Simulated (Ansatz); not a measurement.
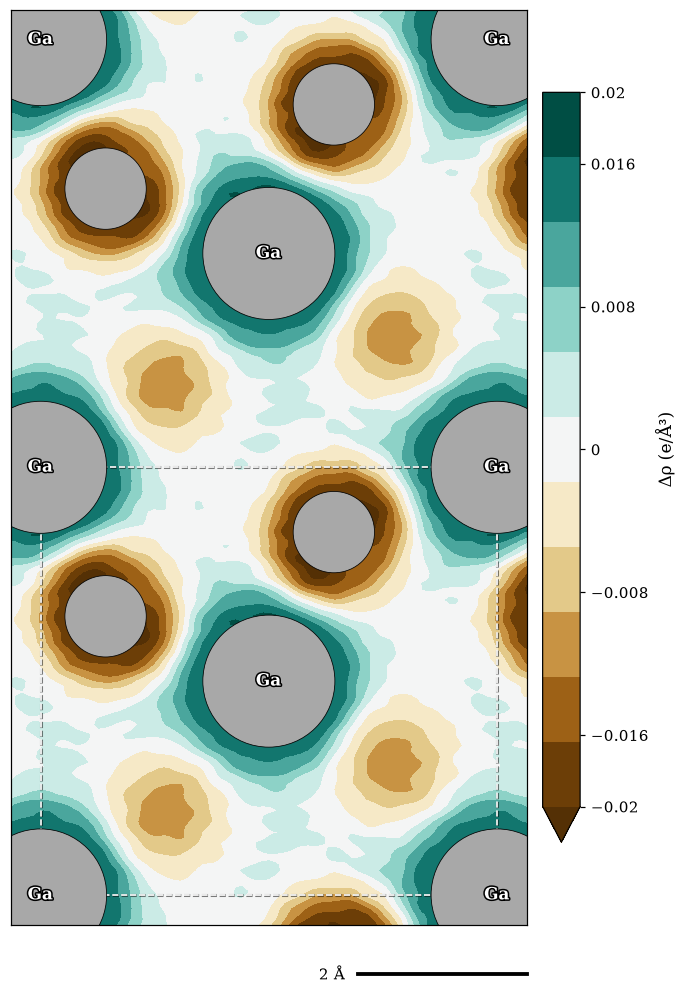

Ga2O3. Difference of the valence pseudo-densities of two functionals at the same geometry, on the (110) plane of the calculation cell: one of PBE and r2SCAN less the other.

Both computed with Ansatz (plane waves, PAW), on the same k-point mesh. Grey discs cover the atomic cores.

**Which was subtracted from which, and what does the map show?**

It is PBE less r2SCAN. Against r2SCAN, PBE gives more density around Ga (+0.011 e/Å³ on average at 1.0 Å from the nucleus).
